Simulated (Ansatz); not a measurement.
# Energy of MoS₂ along a shift of atoms along one path

System: MoS₂ (Cm, 6 atoms in the cell).
Method: DFT PBE, scalar-relativistic, plane waves, PAW, PAW set soft_1, no spin polarisation (Ansatz 0.2.0).

The 5 runs differ only in the geometry, by a shift of atoms along one path in a fixed cell. The shift s is measured from run 3: S5 moves along the Cartesian direction (1.00, 0.00, 0.00), and S3, S4 and S6 with it in fixed proportion. The structure derives from a Materials Project entry.

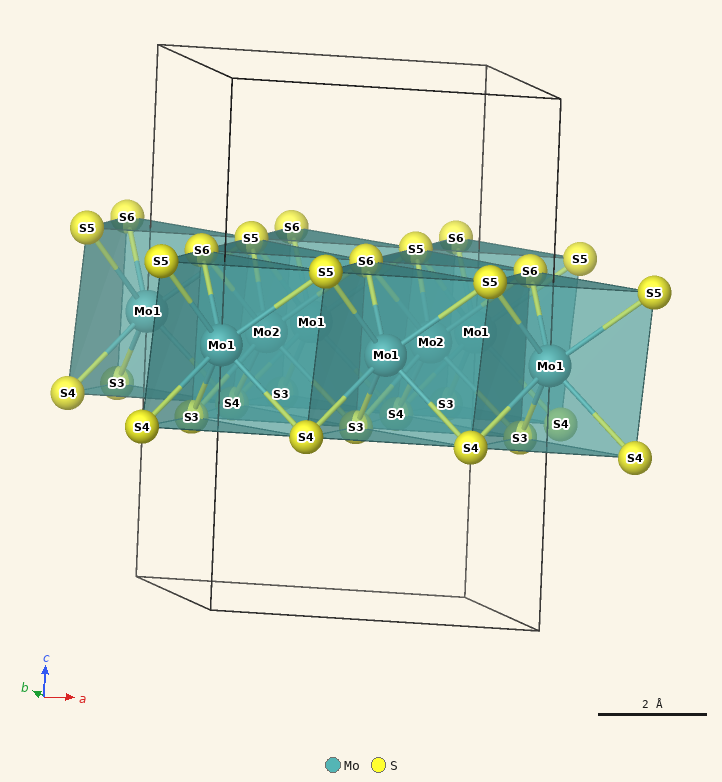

Figure 1. The structure of run 3 (polyhedral view of the 2 × 1 repeat of the cell, with the vacuum cut short, seen slightly off an axis; polyhedra are completed across the faces of the cell; atoms are numbered from 1 in the order of the input).

## Input of run 3
```yaml
crystal:
  lattice:
    - [-3.1846304049, 0.0, 0.0]
    - [0.0, 5.5159416646, 0.0]
    - [1.5923152025, -2.7579708323, -17.3349242269]
  atoms:
    - { symbol: Mo, position: [0.9995710218, -0.0004289782, -0.0008579565] }
    - { symbol: Mo, position: [0.5004289782, 0.5004289782, 0.0008579565] }
    - { symbol: S, position: [0.9670602506, 0.2840314165, 0.9092510534] }
    - { symbol: S, position: [0.4427866586, 0.7924821593, 0.910442765] }
    - { symbol: S, position: [0.5578091973, 0.8747803631, 0.0907489466] }
    - { symbol: S, position: [0.0323438935, 0.3820393943, 0.089557235] }
basis:
  ecutwfc: 420
kpoints:
  mp_grid: { grid: [8, 8, 8] }
hamiltonian:
  xc: pbe
  pseudopotentials: { kind: paw, azcp: { folder: soft_1 } }
scf:
  occupations: { method: gaussian, width: 0.05 }
output:
  forces: true
  stress: true
  eigenvalues: true
```

Command:
```bash
ansatz run input.yaml --threads 4 --pin off --max-ram 8192MiB --backend cpu --events-out ev --progress --plain --runs-dir out
```

Run 4 differs from it as follows:
```diff
-    - { symbol: S, position: [0.9670602506, 0.2840314165, 0.9092510534] }
-    - { symbol: S, position: [0.4427866586, 0.7924821593, 0.910442765] }
-    - { symbol: S, position: [0.5578091973, 0.8747803631, 0.0907489466] }
-    - { symbol: S, position: [0.0323438935, 0.3820393943, 0.089557235] }
+    - { symbol: S, position: [0.9629153427, 0.2840314165, 0.9092510534] }
+    - { symbol: S, position: [0.4469315665, 0.7924821593, 0.910442765] }
+    - { symbol: S, position: [0.5536642893, 0.8747803631, 0.0907489466] }
+    - { symbol: S, position: [0.0364888015, 0.3820393943, 0.089557235] }
```

## Results, with one run withheld

| run | shift s of S5 (Å) | free energy per atom, from the lowest run given (meV) | pressure (GPa) | gap on the mesh (eV) | force along the path (eV/Å) |
| --- | --- | --- | --- | --- | --- |
| 1 | −0.0264 | 15.12 | 0.15 | 1.71 | 2.744 |
| 2 | −0.0132 | 9.68 | 0.11 | 1.71 | 2.198 |
| 3 | 0.0000 | 5.45 | 0.08 | 1.71 | 1.650 |
| 4 | 0.0132 | ? | ? | ? | ? |
| 5 | 0.0396 | 0.00 | 0.05 | 1.71 | 0.000 |

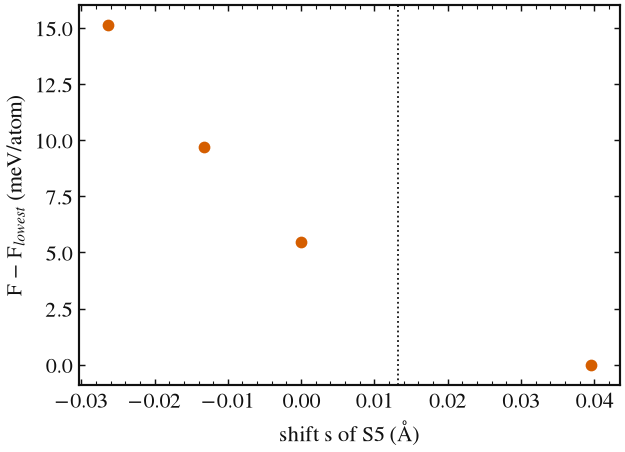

Figure 2. Free energy per atom of the runs given; the dotted line marks run 4.

What should run 4 give?

A quadratic polynomial in the coordinate, fitted to the 4 runs given, misses them by under 0.01 meV per atom. With x = s − 0.0000, it reads F = 5.4494 − 274.82 x + 3464.9 x² (meV per atom). At run 4 it gives 2.43 meV per atom, and the run itself gives 2.42. The slope of the fit gives a force −dF/ds of 1.100 eV/Å along the path (summed over the atoms that move), and the printed forces give 1.101 eV/Å. The fit has no minimum inside this range.

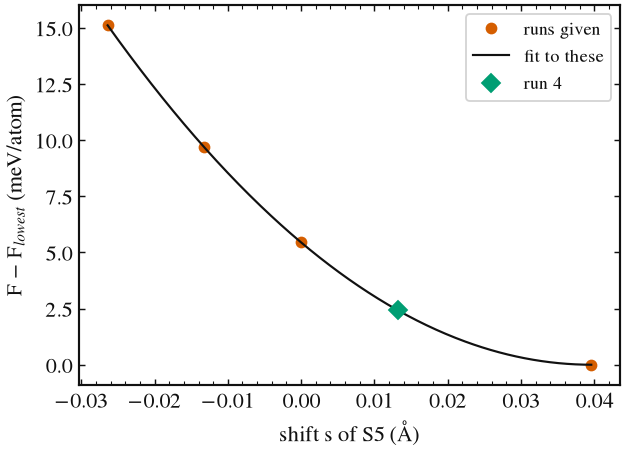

Figure 3. The fit and the withheld run.

## Output, shortened to warnings, some set-up lines, iterations and results (run 4)
```
Basis set: ecut = 420 eV, 6009 PW (Γ), exchange–correlation on 48×80×240 points (8 copies of the dense FFT grid, shifted against one another)
Symmetry: 2 space group operations
k-points: 150 of 512 (time reversal used)
Initial density: superposition of atomic densities (neutral atoms: chi_scale 0, normalization atom)
[...]
SCF iter   1: F=—  HF=-13528.653316 eV  |F-HF|=—  |Δ(HF+E_count)|=         —  Δρ=5.32e-2  dr2=1.35e1  ethr=3.10e-3  ⟨swp⟩=10.7  Hψ=30156  notcnv=0
SCF iter   2: F=—  HF=-13526.818448 eV  |F-HF|=—  |Δ(HF+E_count)|=    1.83e0  Δρ=3.14e-2  dr2=8.73e0  ethr=3.10e-3  ⟨swp⟩=4.0  Hψ=13835  notcnv=0  defer=260
SCF iter   3: F=—  HF=-13525.764259 eV  |F-HF|=—  |Δ(HF+E_count)|=    1.05e0  Δρ=1.30e-2  dr2=4.69e-1  ethr=3.10e-3  ⟨swp⟩=3.8  Hψ=11605  notcnv=0  defer=259
SCF iter   4: F=—  HF=-13525.664573 eV  |F-HF|=—  |Δ(HF+E_count)|=   9.97e-2  Δρ=3.51e-3  dr2=6.98e-2  ethr=9.03e-4  ⟨swp⟩=2.5  Hψ=7781  notcnv=0  defer=113
SCF iter   5: F=—  HF=-13525.657423 eV  |F-HF|=—  |Δ(HF+E_count)|=   7.15e-3  Δρ=9.13e-4  dr2=4.21e-3  ethr=1.34e-4  ⟨swp⟩=2.3  Hψ=7783  notcnv=0  defer=150
SCF iter   6: F=—  HF=-13525.656840 eV  |F-HF|=—  |Δ(HF+E_count)|=   5.83e-4  Δρ=2.04e-4  dr2=2.30e-4  ethr=8.09e-6  ⟨swp⟩=2.3  Hψ=7569  notcnv=0
SCF iter   7: F=—  HF=-13525.656850 eV  |F-HF|=—  |Δ(HF+E_count)|=   1.05e-5  Δρ=1.25e-4  dr2=9.27e-5  ethr=4.43e-7  ⟨swp⟩=2.3  Hψ=8959  notcnv=0
SCF iter   8: F=—  HF=-13525.656857 eV  |F-HF|=—  |Δ(HF+E_count)|=   6.85e-6  Δρ=6.04e-5  dr2=2.11e-5  ethr=1.78e-7  ⟨swp⟩=2.3  Hψ=6383  notcnv=0
SCF iter   9: F=—  HF=-13525.656854 eV  |F-HF|=—  |Δ(HF+E_count)|=   3.42e-6  Δρ=1.14e-5  dr2=8.44e-7  ethr=4.05e-8  ⟨swp⟩=2.3  Hψ=7025  notcnv=0
SCF iter  10: F=-13525.656853 eV  HF=-13525.656853 eV  |F-HF|=1.33e-8  |Δ(HF+E_count)|=   1.22e-7  Δρ=1.80e-6  dr2=2.05e-8  ethr=1.92e-10  ⟨swp⟩=5.6  Hψ=26178  notcnv=0
SCF 1 converged in 10 iterations: F = -13525.656853 eV  dr2 = 2.05e-8
SCF converged after 10 iterations
Free energy (F): -13525.656853 eV
Harris-Foulkes:  -13525.656853 eV  (|F-HF|=1.33e-8)
Internal energy: -13525.656853 eV  (E = F + TS)
E sigma→0 (E₀):  -13525.656853 eV
Fermi energy:    0.606931 eV
--- Per-component energies (eV) ---
  E_band       = -856.166393
  E_kinetic    = 1266.245234
  E_local      = -26037.291066  (includes V_loc(G=0)·N_el)
  E_nonlocal   = 433.526856
  E_hartree    = 12304.161670
  E_xc         = -707.940685
  E_vxc        = -770.128012  (∫ρ·V_xc dr)
  E_paw        = -8857.055657  (= ΣΔE_a)
  E_vpaw       = -356.823056  (= ΣTr[D̂ρ^β])
  E_aug_tail   = 0.000091  (compensation charges beyond the density's cutoff)
  E_ewald      = 8072.696704
  E_smearing   = -0.000000  (= −TS)
  E_closure    = 0.000000  (closes the sum)
  Σ components = -13525.656853   (vs F -13525.656853, Δ=0.00e0)
--- Forces (eV/Å), atoms counted from 1 ---
  atom   1  Mo     0.03824699     0.01680462    -0.73792297
  atom   2  Mo     0.03824699     0.01680462     0.73792297
  atom   3  S      0.25614457     0.35075606    -0.14541743
  atom   4  S     -0.29439163    -0.36756044     0.19803535
  atom   5  S      0.25614457     0.35075606     0.14541743
  atom   6  S     -0.29439163    -0.36756044    -0.19803535
  max |Σ_I F_I| component: 4.72e-7 eV/Å
--- Stress (GPa, compression-positive) ---
        0.062639       0.036132      -0.000000
        0.036132       0.052916       0.000000
       -0.000000       0.000000       0.071283
  P = ⅓ Tr σ = 0.0623 GPa (0.623 kbar)
```
